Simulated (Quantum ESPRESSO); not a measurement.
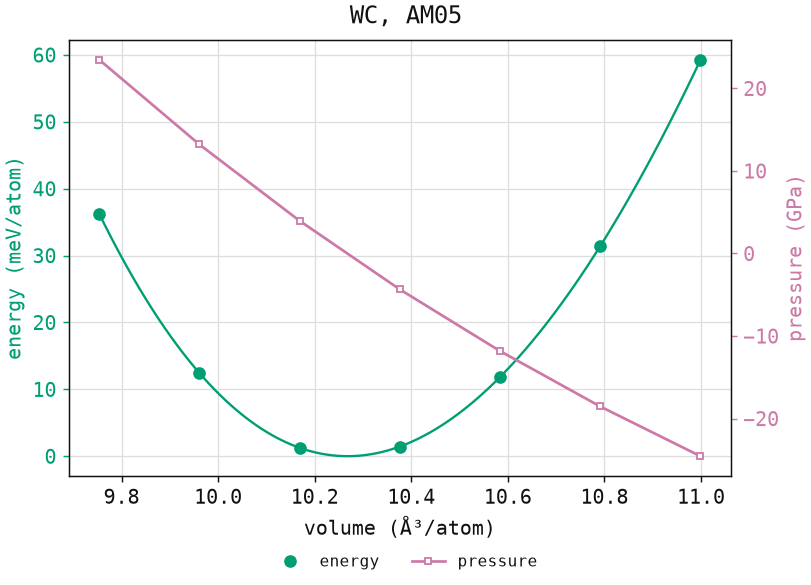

The plot gives the computed energy and pressure against volume for WC, space group P-6m2 (No. 187).

The given structure:
```yaml
crystal:
  lattice:
    - [2.90650, 0.00000, 0.00000]
    - [-1.45325, 2.51710, 0.00000]
    - [0.00000, 0.00000, 2.83660]
  atoms:
    - { symbol: W, position: [0.00000, 0.00000, 0.00000] }
    - { symbol: C, position: [0.66667, 0.33333, 0.50000] }
```

Computed with Quantum ESPRESSO 7.5: plane-wave DFT, spinors without magnetism; energies at scaled volumes of the given cell, shape and fractions fixed, counted from the fit's minimum, third-order Birch-Murnaghan fit. Level: AM05, spin-orbit coupling, no spin polarisation.

```csv
setting,value
k mesh,10×10×9
occupations,Fermi–Dirac
smearing width,0.05 eV
potentials,PseudoDojo 0.4 FR PBE standard
wave cutoff,1116 eV
density cutoff,4463 eV
```

### Give the fitted equation-of-state parameters.

A third-order Birch–Murnaghan fit gives V0 = 10.27 Å³/atom, B0 = 412 GPa and B′ = 4.3.

### How does the pressure vary with volume?

It falls from 23.48 GPa at volume 9.75 Å³/atom to −24.56 GPa at 11.00 Å³/atom, and changes sign near 10.27 Å³/atom.

Caveats: potentials made for another functional; shape and atomic fractions are frozen while scaling, which makes layered, chain and framework solids too stiff.

The computed values:

| volume (Å³/atom) | energy (meV/atom) | pressure (GPa) |
| --- | --- | --- |
| 9.75 | 36.22 | 23.48 |
| 9.96 | 12.42 | 13.21 |
| 10.17 | 1.25 | 3.96 |
| 10.38 | 1.44 | −4.35 |
| 10.58 | 11.86 | −11.82 |
| 10.79 | 31.45 | −18.54 |
| 11.00 | 59.29 | −24.56 |
